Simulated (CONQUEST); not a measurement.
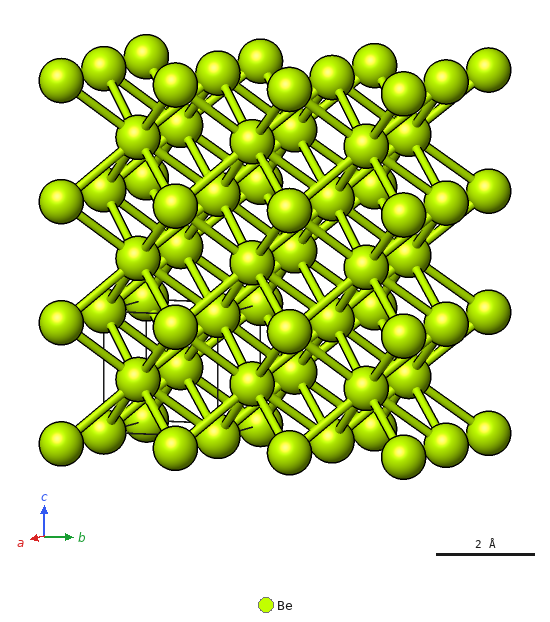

Fig. 1: The structure as given in the input (ball-and-stick view of the cell of the calculation, repeated 2 × 3 × 3, seen slightly off an axis).

# Run report: Be, molecular dynamics (part 1 of 2)

The run: molecular dynamics of Be (2 atoms in the cell). Method and program: Kohn-Sham DFT of a periodic cell, PBEsol, PseudoDojo NC PBEsol, no spin polarisation (CONQUEST 1.3).

The structure derives from a Materials Project entry. It belongs to a series of runs on one base structure; here: atoms of the box moved at random by about 0.05 A.

## The program's output
```
Simulation cell dimensions:     4.7361 a0 x     4.7361 a0 x     4.7361 a0

      Atomic coordinates (a0)
         Atom         X         Y         Z  Species
            1    0.0298    0.0134    0.0215        1
            2    2.3683    2.3043    2.3870        1

         Monkhorst-Pack mesh:   7 x   7 x   7 gamma-centred
        This calculation includes non-local pseudopotentials,
         with a maximum core radius of      8.12093677

    Job title: Be
    Job to be run: NVT MD run for    10 steps
      Initial ion temperature:   600.000K

    Ground state search:
      Support functions represented with PAO basis
      1:1 PAO to SF mapping
      Non-spin-polarised electrons
      Solving for the K matrix using diagonalisation
      Using Fermi-Dirac smearing

    Integration grid size:     24 x   24 x   24

    Integration grid spacing:  0.197 a0 x 0.197 a0 x 0.197 a0

    Number of species:  1
    --------------------------------------------------------
    |   #  mass (au)  Charge (e)  SF Rad (a0)  NSF  Label  |
    --------------------------------------------------------
    |   1      9.010       4.000        8.486    5  Be     |
    --------------------------------------------------------
          SCF tolerance:                 0.00001000
          SCF iterations:               100

    LibXC version:  6. 2. 2
    Using the GGA functional Perdew, Burke & Ernzerhof SOL
    Using the GGA functional Perdew, Burke & Ernzerhof SOL

           radial cut-off to be used is taken to be max PAO cut-off radius for this species:    8.120937

           greatest ang. mom. for making density from PAOs:  1
    Minimum blocs/proc is      216. Maximum blocs/proc is      216
    set_atom_dens: In set_atomic_density, electrons :       8.000000000000
 matrix_size & matrix_size_padH =           10          10

    Screened ion int: energy:     -11.382593130312 Ha

    md_run: starting MD run with     10 steps
    init_md: MD ensemble is nvt
    init_vel: initial kinetic energy is     600.000 K
    init_thermo: starting
    init_nhc: Parameters:
       Number of NHC thermostats n_nhc =          5
       NHC velocity drag factor t_drag =      1.00000000
       Multiple time step order  n_mts =          1
       Yoshida-Suzuki order      n_ys  =          1
      YS time steps:          1.00
      ion  NHC masses:    0.721936    0.120323    0.120323    0.120323    0.120323
    init_thermo: Thermostat type: nhc
    init_thermo: Extended system: T
    init_thermo:Target temperature        T_ext =     600.00
    init_thermo:Coupling time period      tau_T =      50.00
    init_baro:Barostat type:   none
    init_baro:Extended system: T
      PulayMixSC: Starting Pulay mixing, A_up =  0.500 A_dn =  0.500
      PulayMixSC: Spin non-polarised calculation.
          Harris-Foulkes Energy            :       -27.739302903300441 Ha
          Free Energy (E-TS)               :       -27.739733496713285 Ha
      PulayMixSC: Pulay iteration     1 residual:              0.62825E-02
          Harris-Foulkes Energy            :       -27.738337060843932 Ha
          Free Energy (E-TS)               :       -27.738770133480624 Ha
      PulayMixSC: Pulay iteration     2 residual:              0.30376E-02
          Harris-Foulkes Energy            :       -27.738045127233242 Ha
          Free Energy (E-TS)               :       -27.738480540868625 Ha
      PulayMixSC: Pulay iteration     3 residual:              0.44846E-04
          Harris-Foulkes Energy            :       -27.738044080426036 Ha
          Free Energy (E-TS)               :       -27.738479459857064 Ha
      PulayMixSC: Pulay iteration     4 residual:              0.61076E-05
      PulayMixSC: Reached SCF tolerance of  0.61076E-05 after      4 iterations
      | Number of electrons      =         8.000002
      | GS Energy as E-(1/2)TS   =       -27.738261770141552 Ha
      | Free Energy as E-TS      =       -27.738479459857064 Ha
      |* Harris-Foulkes energy   =       -27.738044080426036 Ha
      |* DFT total energy        =       -27.738044079973854 Ha

      force: Maximum force :        0.00508544(Ha/a0) on atom         1 in y direction
      force: Force Residual:        0.00492078 Ha/a0
      force: Total stress:         -2.77414329    -2.19742018    -2.73519928 GPa
      force: Average pressure:      2.56892092 GPa

      get_E_and_F: Change in energy during last step of electronic optimisation:  0.10468E-05

    MD step:      0 KE:         0.00570018 Ha IntEnergy:         -27.73804408 Ha TotalEnergy:         -27.73234390 Ha
    Ionic temperature       :    600.00000000 K
    write_md_data: starting

    md_run: iteration     1
    integrate_pt: first call
    update_pos_and_box: starting

    Screened ion int: energy:     -11.382733963455 Ha

      PulayMixSC: Starting Pulay mixing, A_up =  0.500 A_dn =  0.500
      PulayMixSC: Spin non-polarised calculation.
          Harris-Foulkes Energy            :       -27.738079808877877 Ha
          Free Energy (E-TS)               :       -27.738515502770749 Ha
      PulayMixSC: Pulay iteration     1 residual:              0.22149E-03
          Harris-Foulkes Energy            :       -27.738071697038471 Ha
          Free Energy (E-TS)               :       -27.738507408205759 Ha
      PulayMixSC: Pulay iteration     2 residual:              0.82629E-04
          Harris-Foulkes Energy            :       -27.738071586103118 Ha
          Free Energy (E-TS)               :       -27.738507321053291 Ha
      PulayMixSC: Pulay iteration     3 residual:              0.78211E-05
      PulayMixSC: Reached SCF tolerance of  0.78211E-05 after      3 iterations
      | Number of electrons      =         7.999999
      | GS Energy as E-(1/2)TS   =       -27.738289453578204 Ha
      | Free Energy as E-TS      =       -27.738507321053291 Ha
      |* Harris-Foulkes energy   =       -27.738071586103118 Ha
      |* DFT total energy        =       -27.738071583531848 Ha

      force: Maximum force :        0.00472173(Ha/a0) on atom         1 in y direction
      force: Force Residual:        0.00447225 Ha/a0
      force: Total stress:         -2.79633022    -2.23673310    -2.69686011 GPa
      force: Average pressure:      2.57664114 GPa

      get_E_and_F: Change in energy during last step of electronic optimisation:  0.11094E-06
    integrate_pt: second call

    MD step:      1 KE:         0.00533023 Ha IntEnergy:         -27.73807159 Ha TotalEnergy:         -27.73274135 Ha
    Ionic temperature       :    561.05980098 K
    Maximum force:               0.00472173 Ha/a0
    Force Residual:              0.00447225 Ha/a0
    Energy change:              -0.00002751 Ha
    Conserved quantity H'   :    -27.72957459 Ha
    Components of conserved quantity
    Kinetic energy          :      0.00533023 Ha
    Potential energy        :    -27.73807159 Ha
    Nose-Hoover energy      :      0.00394364 Ha

      Simulation cell dimensions:     4.7361 a0 x     4.7361 a0 x     4.7361 a0

      Atomic coordinates (a0)
         Atom         X         Y         Z  Species
            1    0.0109    0.0100    0.0352        1
            2    2.3872    2.3078    2.3735        1
    get_T_and_KE: KE:     0.004951 Ha
    get_T_and_KE: T:    521.174210 K
    get_P_and_stress:  P:     3.490798 GPa
    get_P_and_stress: PV:     0.000000 Ha
    write_md_data: starting

    md_run: iteration     2
    integrate_pt: first call
    update_pos_and_box: starting

    Screened ion int: energy:     -11.382290492786 Ha

      PulayMixSC: Starting Pulay mixing, A_up =  0.500 A_dn =  0.500
      PulayMixSC: Spin non-polarised calculation.
          Harris-Foulkes Energy            :       -27.738001535137087 Ha
          Free Energy (E-TS)               :       -27.738436304525216 Ha
      PulayMixSC: Pulay iteration     1 residual:              0.20535E-03
          Harris-Foulkes Energy            :       -27.737994937304528 Ha
          Free Energy (E-TS)               :       -27.738429763585259 Ha
      PulayMixSC: Pulay iteration     2 residual:              0.76576E-04
          Harris-Foulkes Energy            :       -27.737994403027464 Ha
          Free Energy (E-TS)               :       -27.738429266136500 Ha
      PulayMixSC: Pulay iteration     3 residual:              0.72180E-05
      PulayMixSC: Reached SCF tolerance of  0.72180E-05 after      3 iterations
      | Number of electrons      =         8.000000
      | GS Energy as E-(1/2)TS   =       -27.738211834581982 Ha
      | Free Energy as E-TS      =       -27.738429266136500 Ha
      |* Harris-Foulkes energy   =       -27.737994403027464 Ha
      |* DFT total energy        =       -27.737994400865830 Ha

      force: Maximum force :        0.00442991(Ha/a0) on atom         1 in y direction
      force: Force Residual:        0.00535820 Ha/a0
      force: Total stress:         -2.65760471    -2.35550204    -2.59411802 GPa
      force: Average pressure:      2.53574159 GPa

      get_E_and_F: Change in energy during last step of electronic optimisation:  0.53428E-06
    integrate_pt: second call

    MD step:      2 KE:         0.00452914 Ha IntEnergy:         -27.73799440 Ha TotalEnergy:         -27.73346526 Ha
    Ionic temperature       :    476.73661068 K
    Maximum force:               0.00442991 Ha/a0
    Force Residual:              0.00535820 Ha/a0
    Energy change:               0.00007718 Ha
    Conserved quantity H'   :    -27.72952163 Ha
    Components of conserved quantity
    Kinetic energy          :      0.00452914 Ha
    Potential energy        :    -27.73799440 Ha
    Nose-Hoover energy      :      0.00460845 Ha

      Simulation cell dimensions:     4.7361 a0 x     4.7361 a0 x     4.7361 a0

      Atomic coordinates (a0)
         Atom         X         Y         Z  Species
            1    4.7295    0.0063    0.0477        1
            2    2.4048    2.3113    2.3610        1
    get_T_and_KE: KE:     0.004212 Ha
    get_T_and_KE: T:    443.304635 K
    get_P_and_stress:  P:     3.313313 GPa
    get_P_and_stress: PV:     0.000000 Ha
    write_md_data: starting

    md_run: iteration     3
    integrate_pt: first call
    update_pos_and_box: starting

    Screened ion int: energy:     -11.381401122449 Ha

      PulayMixSC: Starting Pulay mixing, A_up =  0.500 A_dn =  0.500
      PulayMixSC: Spin non-polarised calculation.
          Harris-Foulkes Energy            :       -27.737832548400881 Ha
          Free Energy (E-TS)               :       -27.738265382085697 Ha
      PulayMixSC: Pulay iteration     1 residual:              0.18824E-03
          Harris-Foulkes Energy            :       -27.737827532774812 Ha
          Free Energy (E-TS)               :       -27.738260458835811 Ha
      PulayMixSC: Pulay iteration     2 residual:              0.70231E-04
          Harris-Foulkes Energy            :       -27.737827099924701 Ha
          Free Energy (E-TS)               :       -27.738260078846320 Ha
      PulayMixSC: Pulay iteration     3 residual:              0.66193E-05
      PulayMixSC: Reached SCF tolerance of  0.66193E-05 after      3 iterations
      | Number of electrons      =         8.000000
      | GS Energy as E-(1/2)TS   =       -27.738043589385509 Ha
      | Free Energy as E-TS      =       -27.738260078846320 Ha
      |* Harris-Foulkes energy   =       -27.737827099924701 Ha
      |* DFT total energy        =       -27.737827098113623 Ha

      force: Maximum force :        0.00515232(Ha/a0) on atom         2 in z direction
      force: Force Residual:        0.00723009 Ha/a0
      force: Total stress:         -2.41405502    -2.58077178    -2.48583148 GPa
      force: Average pressure:      2.49355276 GPa

      get_E_and_F: Change in energy during last step of electronic optimisation:  0.43285E-06
    integrate_pt: second call

    MD step:      3 KE:         0.00375882 Ha IntEnergy:         -27.73782710 Ha TotalEnergy:         -27.73406828 Ha
    Ionic temperature       :    395.65343261 K
    Maximum force:               0.00515232 Ha/a0
    Force Residual:              0.00723009 Ha/a0
    Energy change:               0.00016730 Ha
    Conserved quantity H'   :    -27.72945983 Ha
    Components of conserved quantity
    Kinetic energy          :      0.00375882 Ha
    Potential energy        :    -27.73782710 Ha
    Nose-Hoover energy      :      0.00514857 Ha

      Simulation cell dimensions:     4.7361 a0 x     4.7361 a0 x     4.7361 a0

      Atomic coordinates (a0)
         Atom         X         Y         Z  Species
            1    4.7134    0.0026    0.0591        1
            2    2.4210    2.3150    2.3497        1
    get_T_and_KE: KE:     0.003508 Ha
    get_T_and_KE: T:    369.249088 K
    get_P_and_stress:  P:     3.141228 GPa
    get_P_and_stress: PV:     0.000000 Ha
    write_md_data: starting

    md_run: iteration     4
    integrate_pt: first call
    update_pos_and_box: starting

    Screened ion int: energy:     -11.380199223883 Ha

      PulayMixSC: Starting Pulay mixing, A_up =  0.500 A_dn =  0.500
      PulayMixSC: Spin non-polarised calculation.
          Harris-Foulkes Energy            :       -27.737585784349093 Ha
          Free Energy (E-TS)               :       -27.738015870017996 Ha
      PulayMixSC: Pulay iteration     1 residual:              0.17078E-03
          Harris-Foulkes Energy            :       -27.737581961597776 Ha
          Free Energy (E-TS)               :       -27.738012167596569 Ha
      PulayMixSC: Pulay iteration     2 residual:              0.63761E-04
          Harris-Foulkes Energy            :       -27.737580964943930 Ha
          Free Energy (E-TS)               :       -27.738011231560417 Ha
      PulayMixSC: Pulay iteration     3 residual:              0.60139E-05
      PulayMixSC: Reached SCF tolerance of  0.60139E-05 after      3 iterations
      | Number of electrons      =         7.999999
      | GS Energy as E-(1/2)TS   =       -27.737796098252172 Ha
      | Free Energy as E-TS      =       -27.738011231560417 Ha
      |* Harris-Foulkes energy   =       -27.737580964943930 Ha
      |* DFT total energy        =       -27.737580963444799 Ha

      force: Maximum force :        0.00667408(Ha/a0) on atom         1 in x direction
      force: Force Residual:        0.00961041 Ha/a0
      force: Total stress:         -2.19509368    -2.88718753    -2.40088689 GPa
      force: Average pressure:      2.49438937 GPa

      get_E_and_F: Change in energy during last step of electronic optimisation:  0.99665E-06
    integrate_pt: second call

    MD step:      4 KE:         0.00303971 Ha IntEnergy:         -27.73758096 Ha TotalEnergy:         -27.73454125 Ha
    Ionic temperature       :    319.95967131 K
    Maximum force:               0.00667408 Ha/a0
    Force Residual:              0.00961041 Ha/a0
    Energy change:               0.00024613 Ha
    Conserved quantity H'   :    -27.72939268 Ha
    Components of conserved quantity
    Kinetic energy          :      0.00303971 Ha
    Potential energy        :    -27.73758096 Ha
    Nose-Hoover energy      :      0.00556541 Ha

      Simulation cell dimensions:     4.7361 a0 x     4.7361 a0 x     4.7361 a0

      Atomic coordinates (a0)
         Atom         X         Y         Z  Species
            1    4.6988    4.7348    0.0693        1
            2    2.4356    2.3188    2.3396        1
    get_T_and_KE: KE:     0.002853 Ha
    get_T_and_KE: T:    300.308194 K
    get_P_and_stress:  P:     3.021140 GPa
    get_P_and_stress: PV:     0.000000 Ha
    write_md_data: starting

    md_run: iteration     5
    integrate_pt: first call
    update_pos_and_box: starting

    Screened ion int: energy:     -11.378810542580 Ha

      PulayMixSC: Starting Pulay mixing, A_up =  0.500 A_dn =  0.500
      PulayMixSC: Spin non-polarised calculation.
          Harris-Foulkes Energy            :       -27.737281440002199 Ha
          Free Energy (E-TS)               :       -27.737708149992969 Ha
      PulayMixSC: Pulay iteration     1 residual:              0.15299E-03
          Harris-Foulkes Energy            :       -27.737277460973772 Ha
          Free Energy (E-TS)               :       -27.737704301943602 Ha
      PulayMixSC: Pulay iteration     2 residual:              0.57168E-04
          Harris-Foulkes Energy            :       -27.737277739751448 Ha
          Free Energy (E-TS)               :       -27.737704664137691 Ha
      PulayMixSC: Pulay iteration     3 residual:              0.53997E-05
      PulayMixSC: Reached SCF tolerance of  0.53997E-05 after      3 iterations
      | Number of electrons      =         7.999996
      | GS Energy as E-(1/2)TS   =       -27.737491201944568 Ha
      | Free Energy as E-TS      =       -27.737704664137691 Ha
      |* Harris-Foulkes energy   =       -27.737277739751448 Ha
      |* DFT total energy        =       -27.737277738538097 Ha

      force: Maximum force :        0.00891691(Ha/a0) on atom         2 in x direction
      force: Force Residual:        0.01207399 Ha/a0
      force: Total stress:         -2.02513510    -3.16366937    -2.32591831 GPa
      force: Average pressure:      2.50490759 GPa

      get_E_and_F: Change in energy during last step of electronic optimisation: -0.27878E-06
    integrate_pt: second call

    MD step:      5 KE:         0.00238525 Ha IntEnergy:         -27.73727774 Ha TotalEnergy:         -27.73489249 Ha
    Ionic temperature       :    251.07063345 K
    Maximum force:               0.00891691 Ha/a0
    Force Residual:              0.01207399 Ha/a0
    Energy change:               0.00030323 Ha
    Conserved quantity H'   :    -27.72932708 Ha
    Components of conserved quantity
    Kinetic energy          :      0.00238525 Ha
    Potential energy        :    -27.73727774 Ha
    Nose-Hoover energy      :      0.00587065 Ha

      Simulation cell dimensions:     4.7361 a0 x     4.7361 a0 x     4.7361 a0

      Atomic coordinates (a0)
         Atom         X         Y         Z  Species
            1    4.6858    4.7309    0.0783        1
            2    2.4486    2.3227    2.3307        1
    get_T_and_KE: KE:     0.002255 Ha
    get_T_and_KE: T:    237.322543 K
    get_P_and_stress:  P:     2.921179 GPa
    get_P_and_stress: PV:     0.000000 Ha
    write_md_data: starting

    md_run: iteration     6
    integrate_pt: first call
    update_pos_and_box: starting

    Screened ion int: energy:     -11.377351030233 Ha

      PulayMixSC: Starting Pulay mixing, A_up =  0.500 A_dn =  0.500
      PulayMixSC: Spin non-polarised calculation.
          Harris-Foulkes Energy            :       -27.736945207439781 Ha
          Free Energy (E-TS)               :       -27.737368199902981 Ha
      PulayMixSC: Pulay iteration     1 residual:              0.13491E-03
          Harris-Foulkes Energy            :       -27.736942360971319 Ha
          Free Energy (E-TS)               :       -27.737365500422062 Ha
      PulayMixSC: Pulay iteration     2 residual:              0.50460E-04
          Harris-Foulkes Energy            :       -27.736942122604738 Ha
          Free Energy (E-TS)               :       -27.737365347234078 Ha
      PulayMixSC: Pulay iteration     3 residual:              0.47756E-05
      PulayMixSC: Reached SCF tolerance of  0.47756E-05 after      3 iterations
      | Number of electrons      =         7.999998
      | GS Energy as E-(1/2)TS   =       -27.737153734919406 Ha
      | Free Energy as E-TS      =       -27.737365347234078 Ha
      |* Harris-Foulkes energy   =       -27.736942122604738 Ha
      |* DFT total energy        =       -27.736942121646592 Ha

      force: Maximum force :        0.01113556(Ha/a0) on atom         2 in x direction
      force: Force Residual:        0.01439868 Ha/a0
      force: Total stress:         -1.95859464    -3.43777325    -2.25851247 GPa
      force: Average pressure:      2.55162679 GPa

      get_E_and_F: Change in energy during last step of electronic optimisation:  0.23837E-06
    integrate_pt: second call
```
